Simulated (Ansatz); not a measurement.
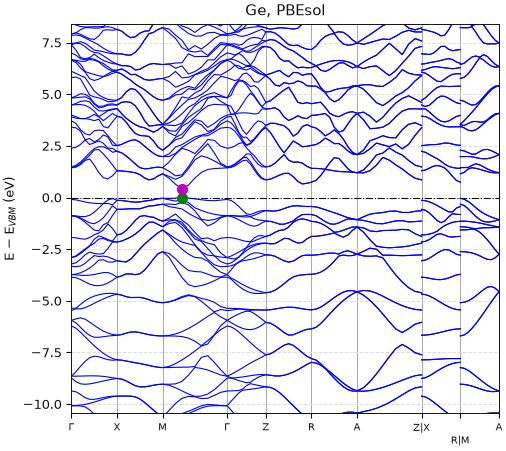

Band structure of Ge, space group P4_32_12 (No. 96), 12 atoms in the cell (a = 5.930 Å, c = 6.980 Å (tetragonal axes)). Method: PBEsol, Ansatz PAW earlier set, no spin polarisation, no spin-orbit coupling, 5×5×4 k mesh, 820 eV cutoff (Ansatz 0.2.0). Energies are counted from the top of the valence band.

The material is gapped. The gap along this path is 0.42 eV and direct: both edges lie between M and Γ. At M the top valence band lies only 0.04 eV lower. The top valence band spans 1.1 eV and the lowest conduction band 1.5 eV. The direct gaps are 1.49 eV at Z, 1.18 eV at R and 1.53 eV at Γ.

Spin-orbit coupling is left out, which matters for Ge. The PAW data sets were made with another functional. LDA, GGA and most meta-GGA functionals understate gaps. This isn't the form of Ge at room conditions, which is diamond.
